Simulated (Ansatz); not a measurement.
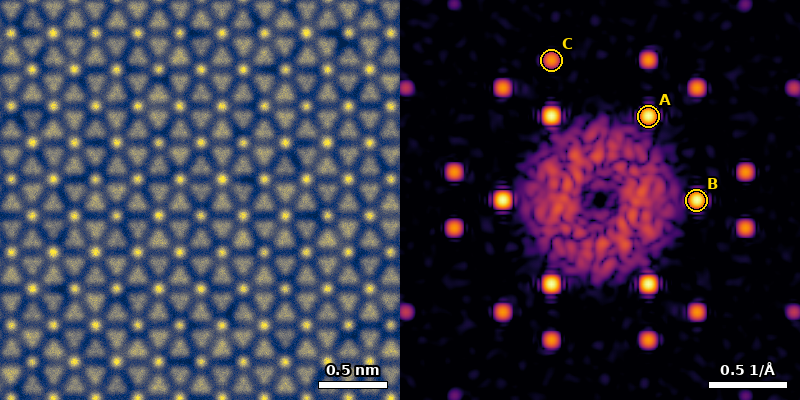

Integrated-DPC-like image of a crystal. Simulated as the projected potential of neutral atoms (B = 0.5 Å²) blurred by a 0.50 Å probe, the thin-sample limit of integrated differential phase contrast. Shot noise and the speckle of an amorphous layer were added.

The right panel is the modulus of the image's Fourier transform on a logarithmic scale.

### Which lattice spacings do the marked spots stand for, and what angle do A and B enclose?

A: 1.6 Å, B: 1.6 Å, C: 1.0 Å; A and B enclose about 60°.

The crystal is C (Pm-3n, No. 223) along [111]; the spots are (-2 1 1), (-1 2 -1) and (-2 -1 3). Atomic positions: coordinates from a relaxation with Ansatz, DFT, PBE, plane waves (420 eV) with PAW, scalar-relativistic; the starting structure was generated, so it need not be a known form of this composition.
